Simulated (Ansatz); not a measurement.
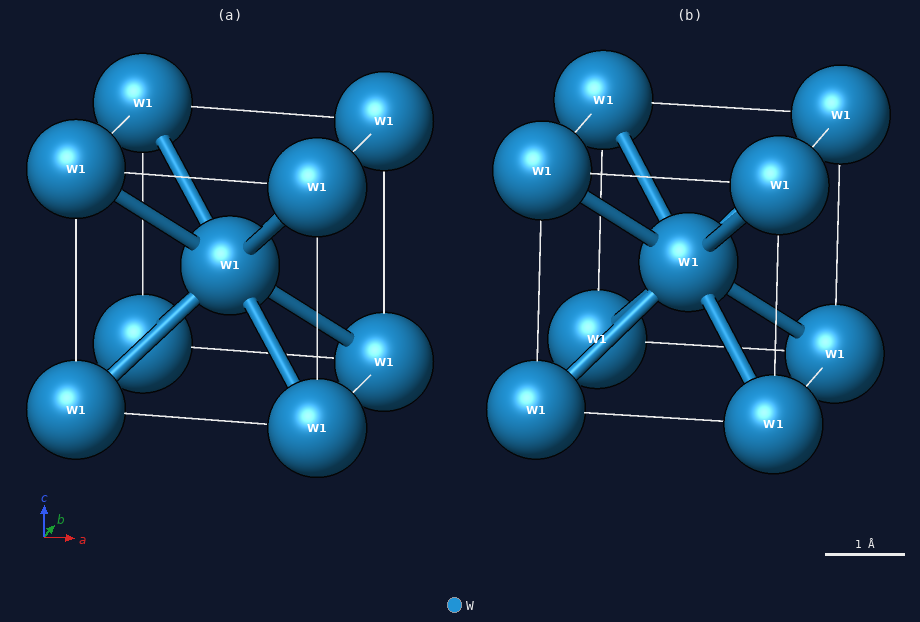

Left: a symmetric starting cell of W. Right: the same structure after one change, at the same scale. A ball-and-stick model of the conventional cell (2 times the calculation's cell), seen slightly off an axis. Lengths and directions refer to the drawn axes.

The calculation used DFT PBE, scalar-relativistic, plane waves, PAW (Ansatz 0.2.0). Set-up: plane-wave cutoff 420 eV; k-point mesh 18 × 18 × 18; occupations gaussian; smearing width 0.1 eV; no spin polarisation.

Q: What was changed?

A: The cell is strained by −5.0 % along [1 1 −1] and +1.0 % across it (volume −3.2 %), the atoms keeping their fractional coordinates. No relaxation follows. The starting cell wasn't computed here and needn't be at equilibrium, so pressure and forces aren't due to the change alone.

Q: What does the change do?

A: Near-neighbour distances before and after: W–W 2.767 → 2.627 to 2.775 Å. The space group (tolerance 0.01 Å) goes from Im-3m (No. 229) to R-3m (No. 166). The pressure is 8.1 GPa (not all of it need come from the change, since the unchanged cell can be under pressure at this level too). The principal stresses (compression positive) are 22.4 GPa along [1 1 −1] and 1.0 GPa across it. All forces vanish by symmetry.
